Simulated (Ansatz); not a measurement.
```
Zn Se
1.0
     5.63325   -5.63325   -5.63325
    -5.63325   -5.63325    5.63325
    -5.63325    5.63325   -5.63325
Zn Se
15 16
Direct
  0.25010 0.49447 0.25074
  0.24995 0.75050 0.00045
  0.00036 0.25037 0.74466
  0.24998 0.00077 0.74438
  0.00051 0.49468 0.50042
  0.00596 0.75675 0.25643
  0.74998 0.25054 0.00049
  0.00606 0.00649 0.00690
  0.74369 0.50007 0.74994
  0.74997 0.75054 0.50049
  0.49397 0.25046 0.25075
  0.75624 0.00617 0.25616
  0.49953 0.50000 0.99403
  0.49963 0.74421 0.75002
  0.49391 0.00087 0.50039
  0.01074 0.25042 0.50047
  0.00109 0.50137 0.25142
  0.99903 0.75055 0.00056
  0.74982 0.25045 0.74940
  0.00106 0.00145 0.75144
  0.74991 0.49944 0.50034
  0.75003 0.75045 0.24947
  0.49894 0.25042 0.00028
  0.75013 0.99962 0.00050
  0.48897 0.48949 0.73937
  0.49894 0.75043 0.50040
  0.25004 0.25054 0.26173
  0.50094 0.00151 0.25144
  0.24998 0.49948 0.00030
  0.25004 0.75041 0.74948
  0.24987 0.01166 0.50040
```

Spin-polarised.

Method: DFT PBEsol, scalar-relativistic, plane waves, PAW (Ansatz).

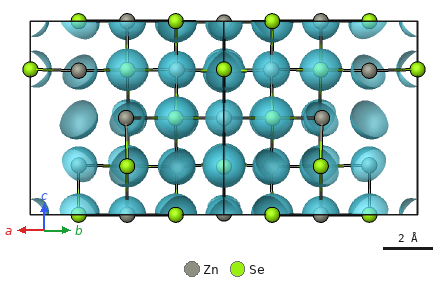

Zn15Se16 (cell with a defect). Isosurface of the valence charge density (pseudo) at 0.8 e/Å³ (cyan), seen along [110]. Sticks mark near contacts.

Question: Which contacts does the surface bridge?

Answer: At this value the density breaks into separate islands; it holds about 75 % of the electrons treated as valence. It bridges none of the near contacts. It is pinched off along the sampled Zn–Se (2.42 Å) and Zn–Se (2.46 Å) contacts. On the grid the lowest density along these lines, outside the cores, is 0.44 e/Å³ (Zn–Se, 2.42 Å) and 0.41 e/Å³ (Zn–Se, 2.46 Å).
